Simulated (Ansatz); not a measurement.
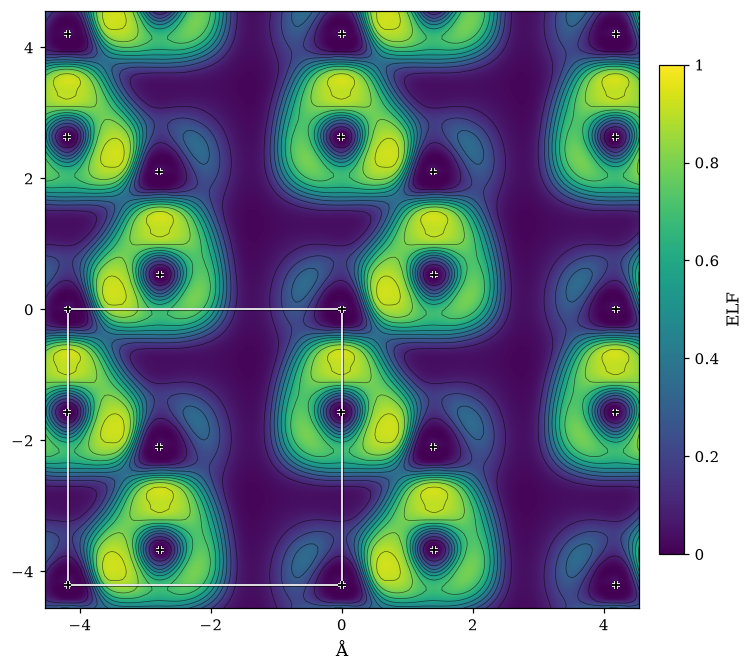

The electron localisation function on a plane through atoms (crosses mark nuclei in the plane).

These are results of DFT, r2SCAN, plane waves, PAW in Ansatz 0.2.0, not measurements.

Candidates:
A. InAs, a = 6.11 Å, b = 6.11 Å, c = 6.11 Å, α = 90.00°, β = 90.00°, γ = 89.74°. Space group Imm2; started from the measured structure prototype, which need not be the ambient phase; changed on purpose from its base cell (shear xy strain +0.5%).
B. BN, a = 2.54 Å, b = 4.19 Å, c = 4.21 Å, α = 90.00°, β = 90.00°, γ = 90.00°. Space group Cmc2₁; started from the measured structure prototype, which need not be the ambient phase; changed on purpose from its base cell (uniaxial y strain -5.0%); computed pressure about 22 GPa in this cell.

Q: Which system is this?

A: Candidate B: BN on the (100) plane of the conventional cell, which holds B and N. B–N (1.51 Å): the ELF peaks at about 0.95 between the atoms (a polar covalent bond). B–N (1.57 Å): the ELF peaks at about 0.95 between the atoms, as expected for a shared but strongly polarised pair.
